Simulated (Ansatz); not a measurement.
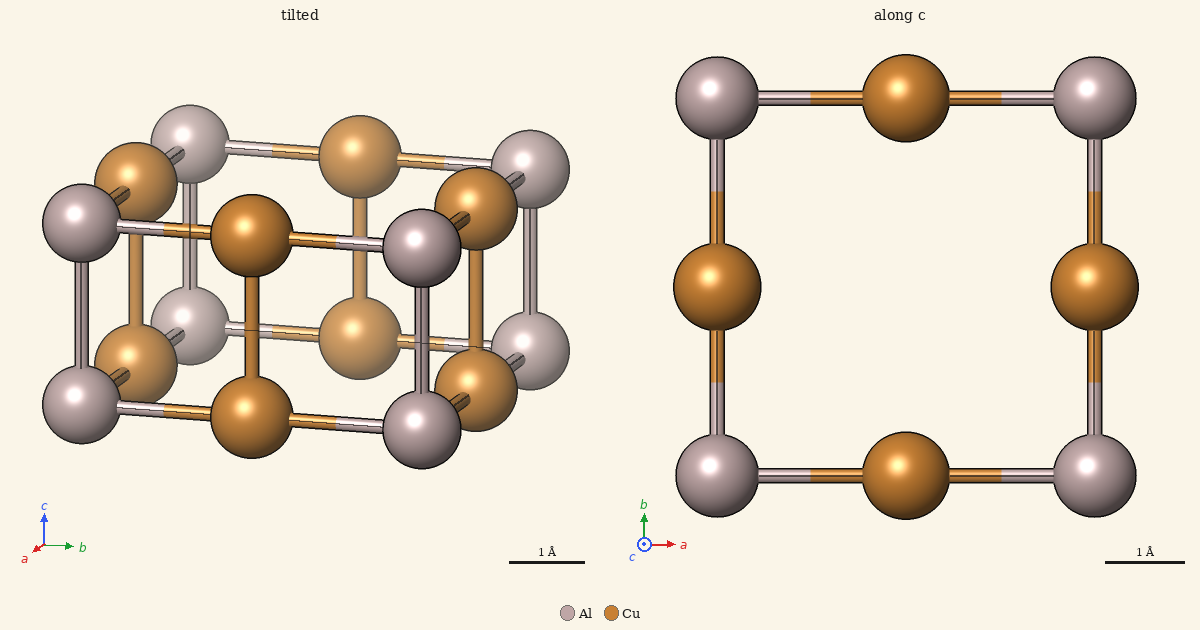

Drawn in the ball-and-stick manner and seen slightly off an axis and along the c axis. The edges of the conventional unit cell are marked. Cell: a = 4.80 Å, b = 4.80 Å, c = 2.51 Å, α = 90.00°, β = 90.00°, γ = 90.00°.

Origin of the cell: a structure type filled with these elements by a generator (whether the compound takes this form wasn't checked). Earlier steps of the study may have refined or changed the cell and positions. It went into a calculation with Ansatz.

> Characterise what is shown.

The formula is AlCu2. It is primitive tetragonal, space group P4/mmm (No. 123). The cell has 3 atoms, namely 1 Al, 2 Cu. Each Al is bonded to four Cu and two Al in an octahedral arrangement (about 2.4 Å to Cu, 2.5 Å to Al). Around each Cu lie two Al and two Cu in a square planar arrangement (about 2.4 Å to Al, 2.5 Å to Cu). The bonds build a three-dimensional framework.

Level of theory and settings: DFT PBE, scalar-relativistic, plane waves, PAW in Ansatz 0.2.0, a kinetic-energy cutoff of 420 eV, the zone sampled with 10×10×18 points, Gaussian smearing of 0.1 eV, no spin polarisation.

> Is the electronic structure metallic or gapped?

A metal: bands cross the Fermi level.

> What are the atomic charges by Bader's partition?

Al +0.87 e; Cu -0.43 e.

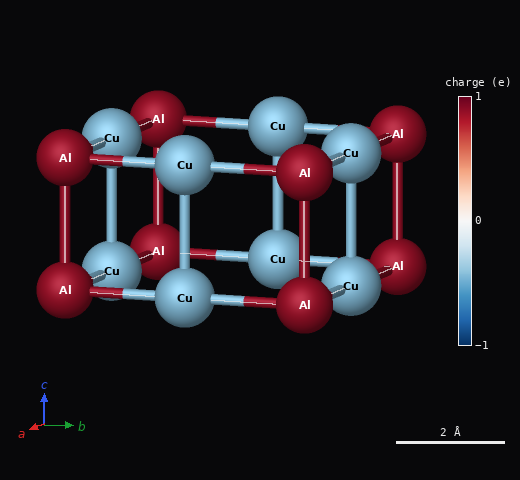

The atoms coloured by those charges. The run's cell of 3 atoms is drawn.

> Has the structure come to rest?

Yes. All forces vanish to within 0.01 eV/Å. The pressure is 0.0 GPa, close to zero.
